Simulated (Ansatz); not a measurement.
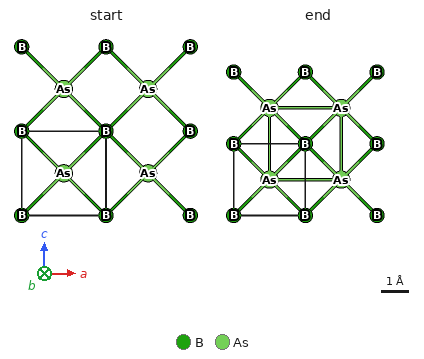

The structure of a crystal of BAs (a generated structure, set up in Pm-3m) before (left) and after (right) a relaxation, at one scale.

Style: ball-and-stick. Shown: the cell of the calculation, repeated 2 × 1 × 2 with one cell outlined, along the b axis.

The run lets cell and atoms move.

Computed with Ansatz 0.2.0, Kohn-Sham DFT of a periodic cell, PBE, Ansatz PAW.

Input
```yaml
crystal:
  lattice:
    - [3.23586704, 0.0, 0.0]
    - [0.0, 3.23586704, 0.0]
    - [0.0, 0.0, 3.23586704]
  atoms:
    - { symbol: B, position: [0.0, 0.0, 0.0] }
    - { symbol: As, position: [0.5, 0.5, 0.5] }
hamiltonian:
  xc: pbe
  pseudopotentials: { kind: paw }
kpoints:
  mp_grid: { grid: [8, 8, 8] }
scf:
  occupations: { method: fermi_dirac, width: 0.05 }
output:
  forces: true
  stress: true
  eigenvalues: true
relax:
  f_tol: 0.01
  max_steps: 40
  cell: { stress_tol: 0.05, p_target: 30.0 }
```

Run as
```bash
ansatz run input.yaml --threads 2 --pin off --max-ram 5632MiB --backend cpu --events-out ev --progress --plain --runs-dir out
```

Describe what moved and what it gained.

The energy falls by 86.9 meV per atom in 5 accepted moves (6 points after the start). With the target pressure of 30 GPa, the enthalpy E + pV changes by −1309 meV per atom. All forces vanish by symmetry, so only the cell relaxes. Pressure: −14.78 GPa at the start and 29.96 GPa at the end. The SCF was repeated once at an unchanged geometry on a basis and grid sized afresh for the cell, which shifted the energy by 1.2 meV per atom at most. No atom moves by more than 0.005 Å relative to the cell. Cell: a = b = c 3.236 → 2.752 Å (−15.0 %). Volume −38.5 %. Near-neighbour distances that change, for instance: As–As 3.236 → 2.752 Å, As–B 2.802 → 2.383 Å. The space group stays Pm-3m (No. 221). Cost: 10 s on 2 threads of Intel(R) Xeon(R) Processor @ 2.50GHz (Skylake/Cascade Lake), on a shared host, peak memory 0.33 GiB.
